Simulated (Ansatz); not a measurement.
## Ru: a changed input and its effect

System: Ru (P6₃/mmc, 2 atoms in the cell).
Method of the first run: DFT PBEsol, scalar-relativistic, plane waves, PAW, no spin polarisation (Ansatz 0.2.0).

The structure derives from a Materials Project entry. Text and figures count atoms from 1; the logs count them from 0 in places.

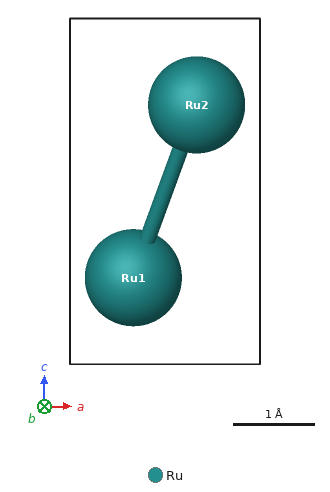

**Figure 1.** The input geometry (ball-and-stick view of the cell of the calculation, along the b axis; atoms are numbered from 1 in the order of the input). An atom can appear more than once, as a periodic image. Near neighbours in the periodic cell (some may lie outside the picture): Ru has 12 Ru at 2.65 to 2.71 Å.

Input file, the first run:
```yaml
crystal:
  lattice:
    - [2.7078263433, 0.0, 0.0]
    - [-1.3539131716, 2.3450464023, 0.0]
    - [0.0, 0.0, 4.26810178]
  atoms:
    - { symbol: Ru, position: [0.33333333, 0.66666667, 0.25] }
    - { symbol: Ru, position: [0.66666667, 0.33333333, 0.75] }
basis:
  ecutwfc: 420
kpoints:
  mp_grid: { grid: [6, 6, 4] }
hamiltonian:
  xc: pbesol
scf:
  occupations: { method: gaussian, width: 0.1 }
output:
  forces: true
  stress: true
  eigenvalues: true
```

Launched with:
```bash
ansatz run input.yaml --threads 1 --pin off --max-ram 2560MiB --backend cpu --events-out ev --progress --plain --runs-dir out
```

Hardware: 1 thread of Intel Xeon (Granite Rapids), 32 GiB of memory available, shared host.

Output, shortened to warnings, some set-up lines, iterations and results (the first run):
```
Basis set: ecut = 420 eV, 537 PW (Γ), exchange–correlation on 40×40×60 points (8 copies of the dense FFT grid, shifted against one another)
Symmetry: 24 space group operations
k-points: 21 of 144
Initial density: superposition of atomic densities (neutral atoms: chi_scale 0, normalization atom), corrected by the library's trained network
[...]
SCF iter   1: F=—  HF=-11632.938442 eV  |F-HF|=—  |Δ(HF+E_count)|=         —  Δρ=1.07e-2  dr2=1.80e-2  ethr=1.77e-3  ⟨swp⟩=5.0  Hψ=1624  notcnv=0
SCF iter   2: F=—  HF=-11632.935885 eV  |F-HF|=—  |Δ(HF+E_count)|=   2.56e-3  Δρ=5.55e-3  dr2=4.49e-3  ethr=5.62e-5  ⟨swp⟩=3.0  Hψ=796  notcnv=0
SCF iter   3: F=—  HF=-11632.935085 eV  |F-HF|=—  |Δ(HF+E_count)|=   8.00e-4  Δρ=3.71e-4  dr2=1.20e-5  ethr=1.40e-5  ⟨swp⟩=2.0  Hψ=580  notcnv=0
SCF iter   4: F=—  HF=-11632.935078 eV  |F-HF|=—  |Δ(HF+E_count)|=   7.53e-6  Δρ=9.44e-5  dr2=1.34e-6  ethr=3.74e-8  ⟨swp⟩=2.0  Hψ=754  notcnv=0
SCF iter   5: F=-11632.935078 eV  HF=-11632.935078 eV  |F-HF|=5.35e-8  |Δ(HF+E_count)|=   2.07e-7  Δρ=2.62e-5  dr2=8.08e-8  ethr=4.20e-9  ⟨swp⟩=2.2  Hψ=708  notcnv=0
SCF iter   6: F=-11632.935078 eV  HF=-11632.935078 eV  |F-HF|=1.95e-10  |Δ(HF+E_count)|=   3.07e-8  Δρ=4.64e-6  dr2=2.65e-9  ethr=2.52e-10  ⟨swp⟩=3.1  Hψ=1689  notcnv=0
SCF 1 converged in 6 iterations: F = -11632.935078 eV  dr2 = 2.65e-9
SCF converged after 6 iterations
Free energy (F): -11632.935078 eV
Harris-Foulkes:  -11632.935078 eV  (|F-HF|=1.95e-10)
Internal energy: -11632.919195 eV  (E = F + TS)
E sigma→0 (E₀):  -11632.927137 eV
Entropy (-TS):   -0.015882 eV (-7.941 meV/atom)
Fermi energy:    23.677654 eV
--- Per-component energies (eV) ---
  E_band       = -108.479188
  E_kinetic    = 1028.049901
  E_local      = -2512.531311  (includes V_loc(G=0)·N_el)
  E_nonlocal   = 689.322186
  E_hartree    = 804.410573
  E_xc         = -379.089406
  E_vxc        = -477.551618  (∫ρ·V_xc dr)
  E_paw        = -6798.721953  (= ΣΔE_a)
  E_vpaw       = -444.591801  (= ΣTr[D̂ρ^β])
  E_aug_tail   = -0.000422  (compensation charges beyond the density's cutoff)
  E_ewald      = -4464.865355
  E_core_change = 0.506592  (= ΣΔE_core)
  E_smearing   = -0.015882  (= −TS)
  E_closure    = 0.000000  (closes the sum)
  Σ components = -11632.935078   (vs F -11632.935078, Δ=0.00e0)
--- Forces (eV/Å), atoms counted from 1 ---
  atom   1  Ru     0.00000000     0.00000000    -0.00000000
  atom   2  Ru    -0.00000000    -0.00000000     0.00000000
  max |Σ_I F_I| component: 9.25e-18 eV/Å
--- Stress (GPa, compression-positive) ---
       -3.290752       0.000000      -0.000000
        0.000000      -3.290752       0.000000
       -0.000000       0.000000      -8.116956
  P = ⅓ Tr σ = -4.8995 GPa (-48.995 kbar)
```

For the second run the input was changed thus:
```diff
-    - [2.7078263433, 0.0, 0.0]
-    - [-1.3539131716, 2.3450464023, 0.0]
-    - [0.0, 0.0, 4.26810178]
+    - [2.6894812015, 0.0, 0.0]
+    - [-1.3447406008, 2.3291590435, 0.0]
+    - [0.0, 0.0, 4.2519430499]
-    - { symbol: Ru, position: [0.33333333, 0.66666667, 0.25] }
-    - { symbol: Ru, position: [0.66666667, 0.33333333, 0.75] }
+    - { symbol: Ru, position: [0.3333333333, 0.6666666667, 0.25] }
+    - { symbol: Ru, position: [0.6666666667, 0.3333333333, 0.75] }
-  mp_grid: { grid: [6, 6, 4] }
+  mp_grid: { grid: [24, 24, 12] }
```

Predict how the results change.

With the same functional and potentials, the second run lies 38.1 meV per atom lower (other lines of the input change too). The pressure goes from −4.90 to 0.06 GPa. The volume per atom goes from 13.55 to 13.32 Å³. The number of SCF iterations is the same. The irreducible k-points go from 21 to 427.

Output, shortened to warnings, some set-up lines, iterations and results (the second run):
```
Basis set: ecut = 420 eV, 537 PW (Γ), exchange–correlation on 36×36×60 points (8 copies of the dense FFT grid, shifted against one another)
Symmetry: 24 space group operations
k-points: 427 of 6912
Initial density: superposition of atomic densities (neutral atoms: chi_scale 0, normalization atom), corrected by the library's trained network
[...]
SCF iter   1: F=—  HF=-11633.015338 eV  |F-HF|=—  |Δ(HF+E_count)|=         —  Δρ=1.09e-2  dr2=1.98e-2  ethr=1.77e-3  ⟨swp⟩=5.0  Hψ=32987  notcnv=0
SCF iter   2: F=—  HF=-11633.012216 eV  |F-HF|=—  |Δ(HF+E_count)|=   3.12e-3  Δρ=5.66e-3  dr2=5.02e-3  ethr=6.20e-5  ⟨swp⟩=2.7  Hψ=15510  notcnv=0
SCF iter   3: F=—  HF=-11633.011276 eV  |F-HF|=—  |Δ(HF+E_count)|=   9.40e-4  Δρ=3.69e-4  dr2=1.11e-5  ethr=1.57e-5  ⟨swp⟩=2.0  Hψ=11912  notcnv=0
SCF iter   4: F=—  HF=-11633.011270 eV  |F-HF|=—  |Δ(HF+E_count)|=   6.22e-6  Δρ=8.21e-5  dr2=1.23e-6  ethr=3.47e-8  ⟨swp⟩=2.0  Hψ=15331  notcnv=0
SCF iter   5: F=-11633.011270 eV  HF=-11633.011270 eV  |F-HF|=1.26e-8  |Δ(HF+E_count)|=   3.13e-7  Δρ=1.33e-5  dr2=2.56e-8  ethr=3.85e-9  ⟨swp⟩=2.0  Hψ=14060  notcnv=0
SCF iter   6: F=-11633.011270 eV  HF=-11633.011270 eV  |F-HF|=7.59e-10  |Δ(HF+E_count)|=   4.10e-9  Δρ=2.87e-6  dr2=1.18e-9  ethr=8.01e-11  ⟨swp⟩=2.5  Hψ=28387  notcnv=0
SCF 1 converged in 6 iterations: F = -11633.011270 eV  dr2 = 1.18e-9
SCF converged after 6 iterations
Free energy (F): -11633.011270 eV
Harris-Foulkes:  -11633.011270 eV  (|F-HF|=7.59e-10)
Internal energy: -11633.002400 eV  (E = F + TS)
E sigma→0 (E₀):  -11633.006835 eV
Entropy (-TS):   -0.008870 eV (-4.435 meV/atom)
Fermi energy:    23.955645 eV
--- Per-component energies (eV) ---
  E_band       = -94.124646
  E_kinetic    = 1029.488152
  E_local      = -2475.876426  (includes V_loc(G=0)·N_el)
  E_nonlocal   = 689.307645
  E_hartree    = 792.962965
  E_xc         = -379.672647
  E_vxc        = -478.328579  (∫ρ·V_xc dr)
  E_paw        = -6798.771201  (= ΣΔE_a)
  E_vpaw       = -444.642305  (= ΣTr[D̂ρ^β])
  E_aug_tail   = -0.000439  (compensation charges beyond the density's cutoff)
  E_ewald      = -4490.947041
  E_core_change = 0.506592  (= ΣΔE_core)
  E_smearing   = -0.008870  (= −TS)
  E_closure    = 0.000000  (closes the sum)
  Σ components = -11633.011270   (vs F -11633.011270, Δ=0.00e0)
--- Forces (eV/Å), atoms counted from 1 ---
  atom   1  Ru     0.00000000     0.00000000     0.00000000
  atom   2  Ru    -0.00000000    -0.00000000     0.00000000
  max |Σ_I F_I| component: 9.25e-18 eV/Å
--- Stress (GPa, compression-positive) ---
        0.406592       0.000000       0.000000
        0.000000       0.406592       0.000000
        0.000000       0.000000      -0.641869
  P = ⅓ Tr σ = 0.0571 GPa (0.571 kbar)
```

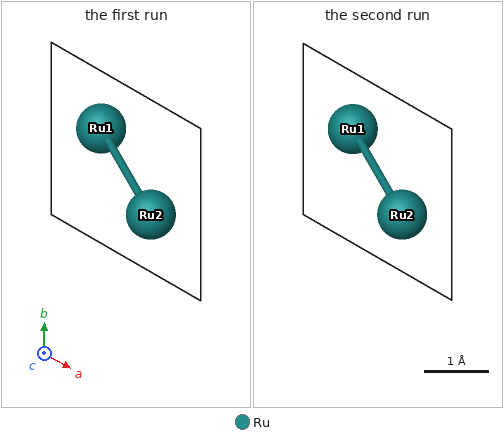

**Figure 2.** The two input geometries at one scale (ball-and-stick view of the cell of the calculation, along the c axis). The atoms keep their places relative to the cell (all moves are under 0.005 Å). The volume changes by −1.7 %, with a = b 2.708 → 2.689 Å (−0.7 %), c 4.268 → 4.252 Å (−0.4 %). Among the contacts that change: Ru1–Ru1 2.708 → 2.689 Å, Ru1–Ru2 2.645 → 2.633 Å.

The two runs side by side:

```csv
quantity,the first run,the second run
outcome,converged,converged
free energy per atom (eV),−5816.4675,−5816.5056
"energy per atom, smearing taken to zero (eV)",−5816.4636,−5816.5034
gap on the mesh (eV),0.00,0.00
pressure (GPa),−4.90,0.06
volume per atom (Å³),13.55,13.32
largest force (eV/Å),0.000,0.000
SCF iterations,6,6
irreducible k-points,21,427
plane waves at Γ,537,537
wall time (shared host),0.53 s,4.9 s
```
